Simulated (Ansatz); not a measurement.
Consider Na.

The calculation's input:

```
crystal:
  lattice:
    - [3.767, 0.0, 0.0]
    - [-1.8835, 3.2623176961, 0.0]
    - [0.0, 0.0, 6.154]
  atoms:
    - { symbol: Na, position: [0.3333333333, 0.6666666667, 0.25] }
    - { symbol: Na, position: [0.6666666667, 0.3333333333, 0.75] }
basis:
  ecutwfc: 420
kpoints:
  mp_grid: { grid: [15, 15, 8] }
hamiltonian:
  xc: pbesol
scf:
  occupations: { method: gaussian, width: 0.1 }
output:
  forces: true
  stress: true
  eigenvalues: true
  write_density: true
  write_potential: true
  elf: true
  volumetric_format: npy
relax:
  adjacent_minimum: "off"
  f_tol: 0.005
  max_steps: 80
  cell: { stress_tol: 0.05 }
```

Launched as:

```sh
ansatz run input.yaml --threads 1 --pin off --max-ram 2560MiB --backend cpu --events-out ev --progress --plain --runs-dir out
```

Below, planes, directions and counts refer to the conventional cell (a = 3.72 Å, b = 3.72 Å, c = 6.06 Å, α = 90.00°, β = 90.00°, γ = 120.00°).

The fields are those of the relaxed geometry.

Space group P6₃/mmc.

Theory: Ansatz, DFT PBEsol, scalar-relativistic, plane waves, PAW.

### Predict the valence pseudo-density and electron localisation function between the atoms.

Na–Na (3.72 Å): ρ is about 0.02 e/Å³ halfway; the ELF is about 0.45 at the midpoint.

### Does the calculation give a band gap?

It is gapless in this calculation (a metal or semimetal).

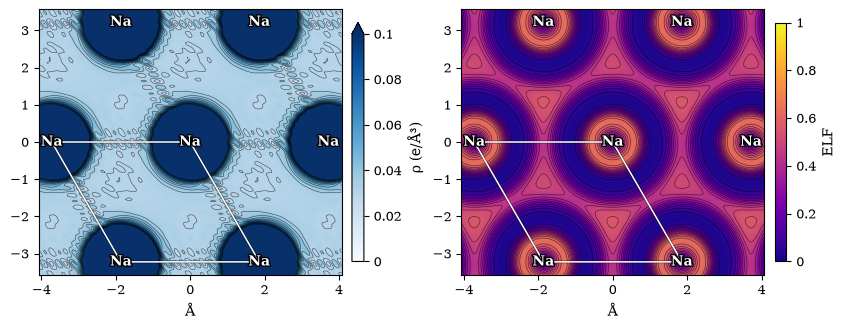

Computed valence pseudo-density and electron localisation function on the (001) plane of the conventional cell, in this order. 

Core electrons are frozen (PAW), and the valence fields are smoothed inside the atomic spheres.
